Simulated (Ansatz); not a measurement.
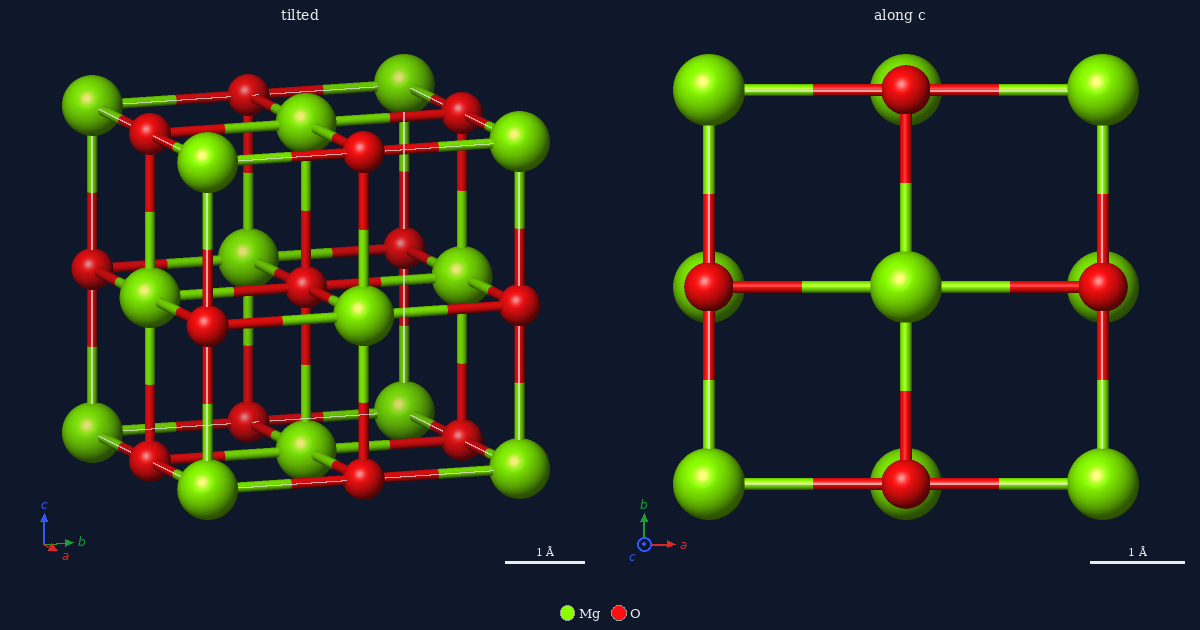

Drawn in the ball-and-stick manner and seen slightly off an axis and along the c axis. The frame is the conventional unit cell; atoms at its boundary are shown with their periodic copies.

MgO, space group Fm-3m (No. 225), a = 4.21 Å, b = 4.21 Å, c = 4.21 Å, α = 90.00°, β = 90.00°, γ = 90.00°.

Computed with Ansatz 0.2.0, DFT PBEsol, scalar-relativistic, plane waves, PAW. Settings: a 420 eV plane-wave basis, k-points about 0.26 Å⁻¹ apart, Gaussian smearing of 0.02 eV, no spin polarisation.

**Is the electronic structure metallic or gapped?**

An insulator at this level, with a gap of 4.62 eV on the k-mesh (the true edges may lie between mesh points, so the gap can be somewhat smaller).

The initial geometry was a structure listed in the Materials Project. It is drawn as it came out of a relaxation with Ansatz 0.2.0, DFT PBEsol, scalar-relativistic, plane waves, PAW.
